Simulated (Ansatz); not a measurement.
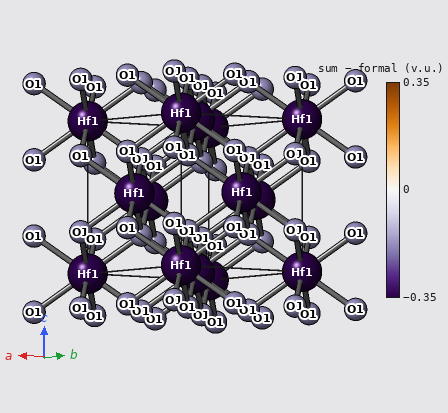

Atoms of HfO2 (Fm-3m) coloured by their computed bond-valence sum less the size of their formal valence (view from a free direction).

Bond valence s = exp((R0 − d)/b), R0 fitted to published crystal structures with b = 0.37 Å, summed over all anions within 5 Å; R0 in Å: Hf4+–O 1.921.

Origin of the cell: a calculation's input that goes back to an entry of the Crystallography Open Database (an earlier step may have relaxed or displaced it).

```
Hf O
1.0
     5.11500    0.00000    0.00000
     0.00000    5.11500    0.00000
     0.00000    0.00000    5.11500
Hf O
4 8
Direct
  0.00000 0.00000 0.00000
  0.00000 0.50000 0.50000
  0.50000 0.00000 0.50000
  0.50000 0.50000 0.00000
  0.25000 0.75000 0.75000
  0.25000 0.25000 0.75000
  0.25000 0.25000 0.25000
  0.25000 0.75000 0.25000
  0.75000 0.75000 0.25000
  0.75000 0.25000 0.25000
  0.75000 0.25000 0.75000
  0.75000 0.75000 0.75000
```

Site labels: Hf1 at 0.000, 0.000, 0.000; O1 at 0.250, 0.750, 0.750.

Question: Which site departs most from its formal valence?

Answer: Hf1, whose sum is 3.66 against 4: by this sum it is underbonded.

Question: Give the sums of all sites.

Answer:
| site | x, y, z | formal valence | bond-valence sum | difference |
| --- | --- | --- | --- | --- |
| Hf1 | 0.000, 0.000, 0.000 | +4 | 3.66 | -0.34 |
| O1 | 0.250, 0.750, 0.750 | −2 | 1.83 | -0.17 |

Question: Is the structure strained by this measure?

Answer: The global instability index (root mean square of the differences over all atoms) is 0.24 v.u.: above 0.2, which by the usual rule of thumb marks a strained structure. The cell was not relaxed for this table, and a volume that is off by a few per cent shifts all sums together.
